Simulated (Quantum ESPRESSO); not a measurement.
Workfunction calculation of Co (part 3 of 3)

Continued. System: Co (slab, 6 atoms in the cell). Method: Kohn-Sham DFT of a periodic cell, PBE, PseudoDojo 0.4.1 SR PBE standard, spin-polarised (Quantum ESPRESSO 7.5); cutoff 1306.15 eV, 12×12×1 k-mesh, fermi-dirac of 0.05 eV, collinear spins. The structure derives from an entry of the Crystallography Open Database.

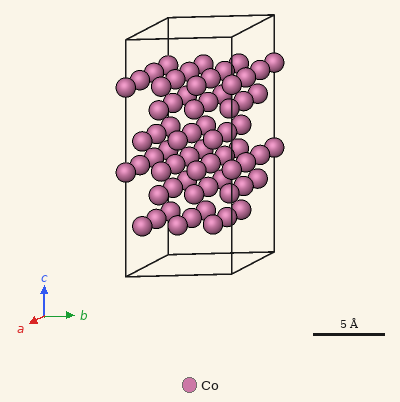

Fig. 1: The structure (spheres-only view of the 3 × 3 repeat of the cell, with the vacuum cut short, seen slightly off an axis). An atom can appear more than once, as a periodic image.

**Output, continued**
```
   -87.9352 -87.9266 -87.9167 -87.9152 -87.7523 -87.7523 -51.2611 -51.2530
   -51.2311 -51.2231 -51.1783 -51.1455 -51.1220 -51.1186 -51.1006 -51.0935
   -51.0775 -51.0734 -51.0350 -51.0343 -50.9518 -50.9517 -50.9224 -50.9224
     1.6456   1.9856   2.4075   2.8441   3.2980   3.4935   3.6442   3.8107
     4.0460   4.3101   4.6129   4.8401   5.1337   5.2049   5.3818   5.4413
     5.5647   5.7180   5.8051   5.9480   6.2165   6.5787   6.7889   6.8290
     6.9230   7.0280   7.1872   7.2676   7.3043   7.3846   7.5160   7.6889
     7.7140   8.3041   9.5863  11.2006  12.9932  13.8202  14.3525  15.0513
    15.4788  15.9367  16.4884  16.8950  17.1404

          k = 0.1389 0.8823 0.0000 ( 15135 PWs)   bands (ev):

   -87.9294 -87.9230 -87.9137 -87.9130 -87.7488 -87.7488 -51.2852 -51.2699
   -51.2555 -51.2457 -51.1619 -51.1444 -51.1340 -51.1299 -51.1062 -51.1024
   -51.0830 -51.0816 -51.0535 -51.0523 -50.9512 -50.9511 -50.9297 -50.9297
     2.3921   2.6571   2.6910   2.9106   3.2820   3.3459   3.4411   3.6076
     3.9105   4.2814   4.7764   5.0213   5.1159   5.2744   5.3455   5.4214
     5.7286   5.8834   6.1779   6.2871   6.4765   6.6728   7.0212   7.2009
     7.2065   7.2554   7.3017   7.3483   7.4326   7.4897   8.0050   8.4736
     8.8138   9.0726   9.8484  10.5253  12.9999  13.3005  13.6167  14.2343
    15.3418  16.2869  16.8913  17.2463  17.6274

          k = 0.2778 0.4812 0.0000 ( 15231 PWs)   bands (ev):

   -87.9455 -87.9344 -87.9229 -87.9197 -87.7593 -87.7593 -51.2346 -51.2186
   -51.1954 -51.1728 -51.1614 -51.1464 -51.1088 -51.0969 -51.0887 -51.0826
   -51.0773 -51.0606 -50.9877 -50.9877 -50.9527 -50.9526 -50.9132 -50.9132
     0.2530   0.7946   1.6030   2.5172   3.2920   3.7370   4.0138   4.1103
     4.2945   4.4082   4.4568   4.5965   4.8084   4.8308   4.9488   5.2345
     5.3963   5.7435   5.8092   5.9459   6.0211   6.1479   6.3907   6.5232
     6.5671   6.6176   6.8910   6.9451   7.0438   7.1094   7.1401   7.2222
     7.2297   7.7812   8.7404  10.0514  11.2708  13.3193  13.4729  14.7506
    14.8761  16.7952  17.0320  18.9554  18.9624

          k = 0.2778 0.6416 0.0000 ( 15191 PWs)   bands (ev):

   -87.9366 -87.9276 -87.9175 -87.9158 -87.7533 -87.7533 -51.2407 -51.2383
   -51.2152 -51.2069 -51.1851 -51.1490 -51.1236 -51.1122 -51.1068 -51.1017
   -51.0940 -51.0701 -51.0187 -51.0186 -50.9517 -50.9517 -50.9327 -50.9327
     1.4499   1.8590   2.4260   2.9981   3.4229   3.7678   3.9613   4.0609
     4.2013   4.2719   4.4020   4.5898   4.8873   4.9635   5.0062   5.1396
     5.1723   5.6261   5.6491   5.9778   6.2135   6.3203   6.4582   6.5929
     6.7361   6.8114   7.1816   7.2564   7.3074   7.3762   7.6929   7.7562
     7.8529   8.4780   9.6653  11.2142  12.7608  14.3932  14.9270  15.5584
    16.0879  16.1554  16.7895  17.4974  17.7357

          k = 0.2778 0.8020 0.0000 ( 15134 PWs)   bands (ev):

   -87.9295 -87.9230 -87.9137 -87.9130 -87.7488 -87.7488 -51.2656 -51.2531
   -51.2365 -51.2293 -51.1764 -51.1502 -51.1367 -51.1329 -51.1208 -51.1082
   -51.1025 -51.0804 -51.0395 -51.0393 -50.9512 -50.9512 -50.9472 -50.9472
     2.4788   2.7072   2.8904   3.1460   3.4735   3.5615   3.7800   3.8563
     4.1102   4.2383   4.4566   4.7437   4.8563   5.0127   5.2418   5.4277
     5.4809   5.6150   5.6755   5.8952   6.2145   6.5444   6.7464   6.7719
     6.9181   6.9198   7.2322   7.3376   7.3971   7.4809   8.4618   8.6634
     8.9309   9.6081  10.7268  11.9345  13.3854  13.7517  14.1756  14.8785
    15.9436  16.5809  16.8842  17.0180  17.2486

          k = 0.2778 0.9625 0.0000 ( 15090 PWs)   bands (ev):

   -87.9265 -87.9216 -87.9123 -87.9121 -87.7472 -87.7472 -51.2754 -51.2589
   -51.2457 -51.2373 -51.1671 -51.1577 -51.1420 -51.1374 -51.1246 -51.1128
   -51.1034 -51.0856 -51.0465 -51.0464 -50.9535 -50.9535 -50.9501 -50.9501
     2.8169   2.9639   3.1304   3.1681   3.4831   3.5681   3.6131   3.7550
     4.0739   4.2445   4.4948   4.7616   4.8187   5.0843   5.3001   5.4154
     5.5209   5.8061   5.8435   5.9676   6.1877   6.5873   6.8876   7.0364
     7.0824   7.0933   7.1925   7.2584   7.3402   7.4121   9.1606   9.6073
    10.0245  10.3219  10.5483  10.6930  13.0424  13.4488  13.8658  14.5045
    15.6395  16.3213  16.9447  17.1832  17.3892

          k = 0.4168 0.7218 0.0000 ( 15139 PWs)   bands (ev):

   -87.9295 -87.9230 -87.9137 -87.9130 -87.7488 -87.7488 -51.2476 -51.2473
   -51.2251 -51.2161 -51.1918 -51.1566 -51.1377 -51.1339 -51.1267 -51.1208
   -51.1059 -51.0801 -51.0294 -51.0294 -50.9602 -50.9602 -50.9500 -50.9500
     2.5157   2.7514   3.0598   3.3507   3.4711   3.8027   3.8471   4.0506
     4.1061   4.3348   4.4315   4.6299   4.7540   4.8973   4.9207   5.1107
     5.1329   5.5520   5.5596   6.1081   6.1882   6.4296   6.5088   6.5594
     6.6956   6.8773   7.2279   7.3798   7.3860   7.4759   8.6013   8.7152
     9.0475   9.8122  11.0358  12.5698  14.1029  14.6702  14.8085  15.2118
    15.4077  15.9935  16.4733  16.8267  17.0169

          k = 0.4168 0.8823 0.0000 ( 15125 PWs)   bands (ev):

   -87.9246 -87.9210 -87.9116 -87.9115 -87.7463 -87.7463 -51.2547 -51.2426
   -51.2261 -51.2214 -51.1935 -51.1752 -51.1627 -51.1467 -51.1305 -51.1224
   -51.1064 -51.0906 -51.0318 -51.0316 -50.9797 -50.9797 -50.9497 -50.9497
     3.2021   3.3275   3.3696   3.4895   3.6762   3.6990   3.8392   3.9601
     4.0885   4.2572   4.3028   4.5551   4.6350   4.8411   4.9732   5.3592
     5.3937   5.4553   5.4674   6.0759   6.2794   6.4716   6.5969   6.6953
     6.8759   7.0040   7.1772   7.2453   7.2974   7.3668   9.8316  10.0960
    10.5665  11.2514  11.8993  12.3413  13.3311  13.8239  14.1642  14.3449
    14.7237  15.2877  15.9906  16.2207  17.0989

          k = 0.5557 0.9625 0.0000 ( 15072 PWs)   bands (ev):

   -87.9215 -87.9215 -87.9109 -87.9109 -87.7453 -87.7453 -51.2328 -51.2312
   -51.2312 -51.2010 -51.2008 -51.2008 -51.1771 -51.1771 -51.1264 -51.1185
   -51.1021 -51.1021 -51.0154 -51.0154 -51.0055 -51.0053 -50.9494 -50.9494
     3.6504   3.6504   3.6562   3.7472   3.7814   3.7814   3.7966   3.8467
     3.8467   4.1553   4.1553   4.6957   4.6957   4.7108   4.8035   5.2514
     5.2514   5.4195   5.4224   6.3621   6.3621   6.3956   6.5251   6.5251
     6.9985   6.9985   7.0949   7.2034   7.2034   7.2247  11.6003  11.6139
    11.6139  11.8776  11.8776  12.4709  12.5147  13.5499  13.5499  13.6599
    14.3058  14.3058  15.7034  15.7034  17.0930

     the Fermi energy is     6.2944 ev

!    total energy              =   -1836.31839164 Ry
     estimated scf accuracy    <          2.6E-09 Ry
     smearing contrib. (-TS)   =      -0.00443662 Ry
     internal energy E=F+TS    =   -1836.31395502 Ry

     The total energy is F=E-TS. E is the sum of the following terms:
     one-electron contribution =  -14673.44005967 Ry
     hartree contribution      =    7362.24426941 Ry
     xc contribution           =    -336.09460750 Ry
     ewald contribution        =    5810.97644275 Ry

     total magnetization       =    10.53 Bohr mag/cell
     absolute magnetization    =    11.67 Bohr mag/cell

     convergence has been achieved in  20 iterations

     Forces acting on atoms (cartesian axes, Ry/au):

     atom    1 type  1   force =     0.00000000    0.00000000    0.02637609
     atom    2 type  1   force =     0.00000000   -0.00000000   -0.01606536
     atom    3 type  1   force =     0.00000000   -0.00000000    0.00493492
     atom    4 type  1   force =    -0.00000000   -0.00000000   -0.00493492
     atom    5 type  1   force =     0.00000000   -0.00000000    0.01606536
     atom    6 type  1   force =    -0.00000000   -0.00000000   -0.02637609

     Total force =     0.044230     Total SCF correction =     0.000321

=------------------------------------------------------------------------------=
   JOB DONE.
=------------------------------------------------------------------------------=
```

**File pp_density.out**
```
This program is part of the open-source Quantum ESPRESSO suite
     for quantum simulation of materials; please cite
         "P. Giannozzi et al., J. Phys.:Condens. Matter 21 395502 (2009);
         "P. Giannozzi et al., J. Phys.:Condens. Matter 29 465901 (2017);
         "P. Giannozzi et al., J. Chem. Phys. 152 154105 (2020);
          URL
     in publications or presentations arising from this work. More details at

     ./tmp/pwscf.save/

     IMPORTANT: XC functional enforced from input :
     Exchange-correlation= PBE
                           (   1   4   3   4   0   0   0)
     Any further DFT definition will be discarded
     Please, verify this is what you really want

     G-vector sticks info
     --------------------
     sticks:   dense  smooth     PW     G-vecs:    dense   smooth      PW
     Sum         595     595    187               121121   121121   19609

     Using Slab Decomposition

     Calling punch_plot, plot_num =   0
     Writing data to file  density.dat
     Reading data from file  density.dat

     Writing data to be plotted to file density.cube
     Plot Type: 3D                     Output format: Gaussian cube

=------------------------------------------------------------------------------=
   JOB DONE.
=------------------------------------------------------------------------------=
```

**File pp_potential.out**
```
This program is part of the open-source Quantum ESPRESSO suite
     for quantum simulation of materials; please cite
         "P. Giannozzi et al., J. Phys.:Condens. Matter 21 395502 (2009);
         "P. Giannozzi et al., J. Phys.:Condens. Matter 29 465901 (2017);
         "P. Giannozzi et al., J. Chem. Phys. 152 154105 (2020);
          URL
     in publications or presentations arising from this work. More details at

     ./tmp/pwscf.save/

     IMPORTANT: XC functional enforced from input :
     Exchange-correlation= PBE
                           (   1   4   3   4   0   0   0)
     Any further DFT definition will be discarded
     Please, verify this is what you really want

     G-vector sticks info
     --------------------
     sticks:   dense  smooth     PW     G-vecs:    dense   smooth      PW
     Sum         595     595    187               121121   121121   19609

     Using Slab Decomposition

     Calling punch_plot, plot_num =  11
     Writing data to file  potential.dat
     Reading data from file  potential.dat

     Writing data to be plotted to file potential.cube
     Plot Type: 3D                     Output format: Gaussian cube

=------------------------------------------------------------------------------=
   JOB DONE.
=------------------------------------------------------------------------------=
```

**File pp_spin.out**
```
This program is part of the open-source Quantum ESPRESSO suite
     for quantum simulation of materials; please cite
         "P. Giannozzi et al., J. Phys.:Condens. Matter 21 395502 (2009);
         "P. Giannozzi et al., J. Phys.:Condens. Matter 29 465901 (2017);
         "P. Giannozzi et al., J. Chem. Phys. 152 154105 (2020);
          URL
     in publications or presentations arising from this work. More details at

     ./tmp/pwscf.save/

     IMPORTANT: XC functional enforced from input :
     Exchange-correlation= PBE
                           (   1   4   3   4   0   0   0)
     Any further DFT definition will be discarded
     Please, verify this is what you really want

     G-vector sticks info
     --------------------
     sticks:   dense  smooth     PW     G-vecs:    dense   smooth      PW
     Sum         595     595    187               121121   121121   19609

     Using Slab Decomposition

     Calling punch_plot, plot_num =   6
     Writing data to file  spin.dat
     Reading data from file  spin.dat

     Writing data to be plotted to file spin.cube
     Plot Type: 3D                     Output format: Gaussian cube

=------------------------------------------------------------------------------=
   JOB DONE.
=------------------------------------------------------------------------------=
```

**File pp_elf.out**
```
This program is part of the open-source Quantum ESPRESSO suite
     for quantum simulation of materials; please cite
         "P. Giannozzi et al., J. Phys.:Condens. Matter 21 395502 (2009);
         "P. Giannozzi et al., J. Phys.:Condens. Matter 29 465901 (2017);
         "P. Giannozzi et al., J. Chem. Phys. 152 154105 (2020);
          URL
     in publications or presentations arising from this work. More details at

     ./tmp/pwscf.save/

     IMPORTANT: XC functional enforced from input :
     Exchange-correlation= PBE
                           (   1   4   3   4   0   0   0)
     Any further DFT definition will be discarded
     Please, verify this is what you really want

     G-vector sticks info
     --------------------
     sticks:   dense  smooth     PW     G-vecs:    dense   smooth      PW
     Sum         595     595    187               121121   121121   19609

     Using Slab Decomposition

     Calling punch_plot, plot_num =   8
     Message from routine do_elf_kin:
     elf/kin + US not fully implemented
     Writing data to file  elf.dat
     Reading data from file  elf.dat

     Writing data to be plotted to file elf.cube
     Plot Type: 3D                     Output format: Gaussian cube

=------------------------------------------------------------------------------=
   JOB DONE.
=------------------------------------------------------------------------------=
```

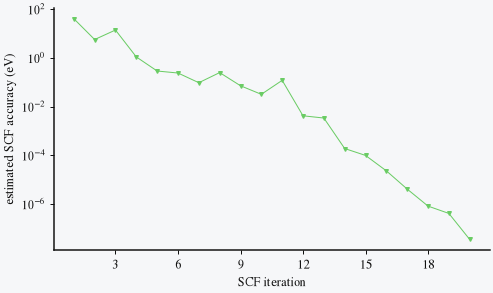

Fig. 2: Convergence of the self-consistent field: estimated SCF accuracy against the iteration. The field takes 20 iterations in all.

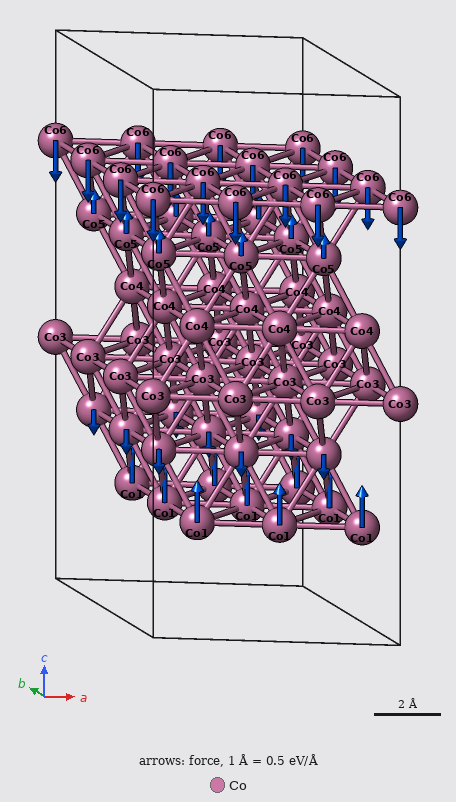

Fig. 3: Forces on the atoms as blue arrows (ball-and-stick view of the 3 × 3 repeat of the cell, with the vacuum cut short, seen slightly off an axis; atoms are numbered from 1 in the order of the input). The largest act on Co1, Co6 (0.68 eV/Å); Co2, Co5 (0.41 eV/Å). The geometry is not a stationary point of this energy.

The run was set up as follows.

**The input**
```
&CONTROL
  calculation = 'scf'
  prefix = 'pwscf'
  outdir = './tmp'
  pseudo_dir = './pseudo'
  tprnfor = .true.
  disk_io = 'low'
/
&SYSTEM
  ibrav = 0
  celldm(1) = 8
  nat = 6
  ntyp = 1
  ecutwfc = 96
  nbnd = 69
  occupations = 'smearing'
  smearing = 'fd'
  degauss = 0.00367493
  nspin = 2
  starting_magnetization(1) = 0.1176
/
&ELECTRONS
  conv_thr = 6d-09
  electron_maxstep = 150
  mixing_beta = 0.3
  mixing_mode = 'local-TF'
/
ATOMIC_SPECIES
Co    58.9332 Co.upf
CELL_PARAMETERS alat
  0.5998707147696  -0.0000000000000  -0.0000000000000
 -0.2999353573848   0.5195032779768   0.0000000000000
  0.0000000000000   0.0000000000000   5.9921984217136
ATOMIC_POSITIONS crystal
Co     0.6666666667    0.3333333333    0.2956541351
Co     0.3333333333    0.6666666667    0.3773924811
Co     0.0000000000    0.0000000000    0.4591308270
Co     0.6666666667    0.3333333333    0.5408691730
Co     0.3333333333    0.6666666667    0.6226075189
Co     0.0000000000    0.0000000000    0.7043458649
K_POINTS automatic
12 12 1 0 0 0
```

**File pp_density.in**
```
&INPUTPP
  prefix = 'pwscf'
  outdir = './tmp'
  filplot = 'density.dat'
  plot_num = 0
/
&PLOT
  nfile = 1
  filepp(1) = 'density.dat'
  iflag = 3
  output_format = 6
  fileout = 'density.cube'
/
```

**File pp_potential.in**
```
&INPUTPP
  prefix = 'pwscf'
  outdir = './tmp'
  filplot = 'potential.dat'
  plot_num = 11
/
&PLOT
  nfile = 1
  filepp(1) = 'potential.dat'
  iflag = 3
  output_format = 6
  fileout = 'potential.cube'
/
```

**File pp_spin.in**
```
&INPUTPP
  prefix = 'pwscf'
  outdir = './tmp'
  filplot = 'spin.dat'
  plot_num = 6
/
&PLOT
  nfile = 1
  filepp(1) = 'spin.dat'
  iflag = 3
  output_format = 6
  fileout = 'spin.cube'
/
```

**File pp_elf.in**
```
&INPUTPP
  prefix = 'pwscf'
  outdir = './tmp'
  filplot = 'elf.dat'
  plot_num = 8
/
&PLOT
  nfile = 1
  filepp(1) = 'elf.dat'
  iflag = 3
  output_format = 6
  fileout = 'elf.cube'
/
```

Launched with:
```bash
OMP_NUM_THREADS=1 mpirun -n 2 pw.x -nk 2 -in pw.in > pw.out
OMP_NUM_THREADS=1 mpirun -n 1 pp.x -in pp_density.in > pp_density.out
OMP_NUM_THREADS=1 mpirun -n 1 pp.x -in pp_potential.in > pp_potential.out
OMP_NUM_THREADS=1 mpirun -n 1 pp.x -in pp_spin.in > pp_spin.out
OMP_NUM_THREADS=1 mpirun -n 1 pp.x -in pp_elf.in > pp_elf.out
```

**Results in brief**

```json
{"quantity": "outcome", "value": "converged"}
{"quantity": "electrons treated", "value": "102"}
{"quantity": "free energy", "value": "−24984.3845 eV"}
{"quantity": "work function, top face", "value": "5.00 eV"}
{"quantity": "work function, bottom face", "value": "5.00 eV"}
{"quantity": "Fermi energy", "value": "6.294 eV"}
{"quantity": "gap on the k-point mesh", "value": "none (metallic)"}
{"quantity": "net moment of the cell", "value": "10.53 μB"}
{"quantity": "integrated absolute moment", "value": "11.67 μB"}
{"quantity": "work function (upper face)", "value": "5.00 eV"}
{"quantity": "largest force (length of the vector)", "value": "0.678 eV/Å"}
{"quantity": "hardware", "value": "2 threads of Arm Neoverse V1, 24 GiB of memory available, shared host"}
{"quantity": "wall time", "value": "12 min (CPU time 23 min)"}
{"quantity": "peak memory", "value": "1.1 GiB"}
```

Notes on the run: negative rho.
